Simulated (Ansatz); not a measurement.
## Energy of Be along a strain of the cell

System: Be (P6₃/mmc, 2 atoms in the cell).
Method: DFT PBEsol, scalar-relativistic, plane waves, PAW, no spin polarisation (Ansatz 0.2.0).

The 5 runs differ only in the geometry, by a strain of the cell at fixed fractional positions. Against run 3, the strain is εzz = η. The structure derives from an entry of the Crystallography Open Database.

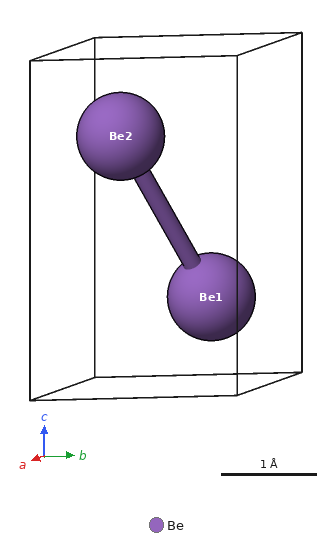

Figure 1. The structure of run 3 (ball-and-stick view of the cell of the calculation, seen slightly off an axis; atoms are numbered from 1 in the order of the input). An atom can appear more than once, as a periodic image.

**Input of run 3**
```yaml
crystal:
  lattice:
    - [2.2305169254, 0.0, 0.0]
    - [-1.1152584627, 1.9316843209, 0.0]
    - [0.0, 0.0, 3.6009]
  atoms:
    - { symbol: Be, position: [0.3333333333, 0.6666666667, 0.25] }
    - { symbol: Be, position: [0.6666666667, 0.3333333333, 0.75] }
basis:
  ecutwfc: 420
kpoints:
  mp_grid: { grid: [24, 24, 14] }
hamiltonian:
  xc: pbesol
scf:
  occupations: { method: gaussian, width: 0.15 }
output:
  forces: true
  stress: true
  eigenvalues: true
```

Command:
```bash
ansatz run input.yaml --threads 1 --pin off --max-ram 2560MiB --backend cpu --events-out ev --progress --plain --runs-dir out
```

Lattice vectors (Å) and fractional positions of run 3:
```
   2.230517    0.000000    0.000000
  -1.115258    1.931684    0.000000
   0.000000    0.000000    3.600900
Be  0.333333  0.666667  0.250000
Be  0.666667  0.333333  0.750000
```

Run 2 differs from it as follows:
```diff
-    - [0.0, 0.0, 3.6009]
+    - [0.0, 0.0, 3.5468865]
```

**Results, with one run withheld**

```tsv
run	strain parameter η (%)	free energy per atom, from the lowest run given (meV)	pressure (GPa)
1	−3.0000	1.59	5.49
2	−1.5000	?	?
3	0.0000	0.00	1.10
4	1.5000	5.51	−0.80
5	3.0000	14.65	−2.47
```

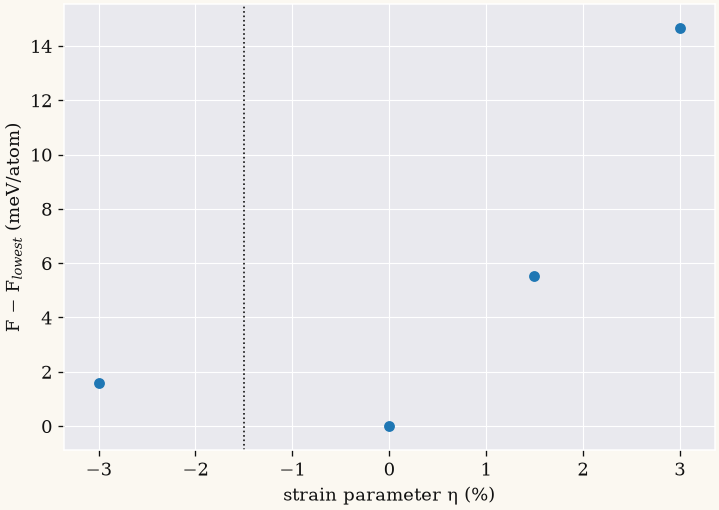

Figure 2. Free energy per atom of the runs given; the dotted line marks run 2.

Estimate the energy of run 2 from the others.

A quadratic polynomial in the coordinate, fitted to the 4 runs given, misses them by at most 0.13 meV per atom. With x = η − 0.3750, it reads F = 1.0396 + 2.8572 x + 0.89354 x² (meV per atom). At run 2 it gives −1.18 meV per atom, and the run itself gives −1.45. The fit has its minimum at η = −1.2238 %.

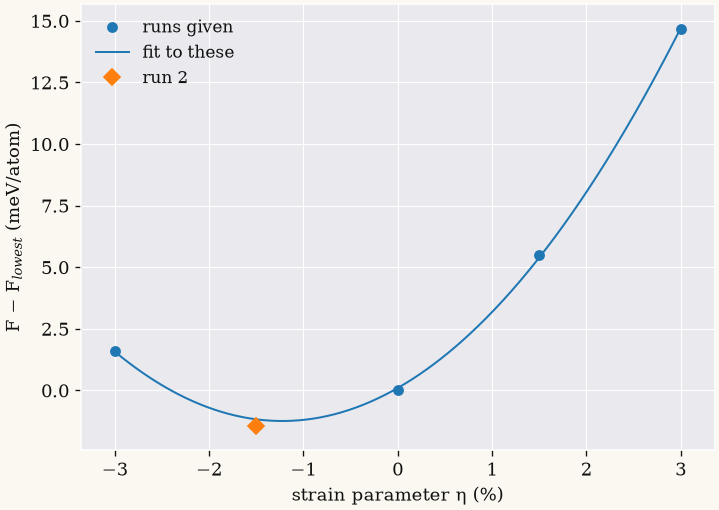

Figure 3. The fit and the withheld run.

**Output, shortened to warnings, some set-up lines, iterations and results (run 2)**
```
Basis set: ecut = 420 eV, 311 PW (Γ), exchange–correlation on 30×30×48 points (8 copies of the dense FFT grid, shifted against one another)
Symmetry: 24 space group operations
k-points: 488 of 8064
Initial density: superposition of atomic densities (neutral atoms: chi_scale 0, normalization atom), corrected by the library's trained network
[...]
SCF iter   1: F=—  HF=-180.694994 eV  |F-HF|=—  |Δ(HF+E_count)|=         —  Δρ=1.67e-3  dr2=3.20e-4  ethr=1.77e-3  ⟨swp⟩=5.4  Hψ=24855  notcnv=0
SCF iter   2: F=—  HF=-180.694908 eV  |F-HF|=—  |Δ(HF+E_count)|=   8.62e-5  Δρ=1.02e-3  dr2=1.22e-4  ethr=8.01e-6  ⟨swp⟩=1.3  Hψ=6970  notcnv=0
SCF iter   3: F=—  HF=-180.694842 eV  |F-HF|=—  |Δ(HF+E_count)|=   6.54e-5  Δρ=2.56e-5  dr2=4.57e-8  ethr=3.05e-6  ⟨swp⟩=1.0  Hψ=2944  notcnv=0
SCF iter   4: F=—  HF=-180.694826 eV  |F-HF|=—  |Δ(HF+E_count)|=   1.66e-5  Δρ=7.26e-6  dr2=6.21e-9  ethr=1.14e-9  ⟨swp⟩=2.0  Hψ=3918  notcnv=0
SCF iter   5: F=-180.694826 eV  HF=-180.694826 eV  |F-HF|=8.67e-12  |Δ(HF+E_count)|=   1.63e-9  Δρ=5.06e-7  dr2=3.02e-11  ethr=1.55e-10  ⟨swp⟩=1.0  Hψ=2926  notcnv=0
SCF iter   6: F=-180.694826 eV  HF=-180.694826 eV  |F-HF|=5.68e-14  |Δ(HF+E_count)|=  8.44e-12  Δρ=2.39e-8  dr2=2.61e-14  ethr=1.00e-12  ⟨swp⟩=1.0  Hψ=7427  notcnv=0
SCF 1 converged in 6 iterations: F = -180.694826 eV  dr2 = 2.61e-14
SCF converged after 6 iterations
Free energy (F): -180.694826 eV
Harris-Foulkes:  -180.694826 eV  (|F-HF|=5.68e-14)
Internal energy: -180.692533 eV  (E = F + TS)
E sigma→0 (E₀):  -180.693679 eV
Entropy (-TS):   -0.002293 eV (-1.147 meV/atom)
Fermi energy:    8.428688 eV
--- Per-component energies (eV) ---
  E_band       = 13.069015
  E_kinetic    = 43.071257
  E_local      = 5.909684  (includes V_loc(G=0)·N_el)
  E_nonlocal   = 8.973906
  E_hartree    = 0.082081
  E_xc         = -39.777139
  E_vxc        = -42.265811  (∫ρ·V_xc dr)
  E_paw        = -114.521135  (= ΣΔE_a)
  E_vpaw       = -2.784181  (= ΣTr[D̂ρ^β])
  E_aug_tail   = -0.000001  (compensation charges beyond the density's cutoff)
  E_ewald      = -84.450248
  E_core_change = 0.019063  (= ΣΔE_core)
  E_smearing   = -0.002293  (= −TS)
  E_closure    = -0.000000  (closes the sum)
  Σ components = -180.694826   (vs F -180.694826, Δ=0.00e0)
--- Forces (eV/Å), atoms counted from 1 ---
  atom   1  Be    -0.00000000     0.00000000     0.00000000
  atom   2  Be    -0.00000000    -0.00000000    -0.00000000
  max |Σ_I F_I| component: 1.48e-16 eV/Å
--- Stress (GPa, compression-positive) ---
        4.287525      -0.000000       0.000000
        0.000000       4.287525       0.000000
        0.000000       0.000000       0.997263
  P = ⅓ Tr σ = 3.1908 GPa (31.908 kbar)
```
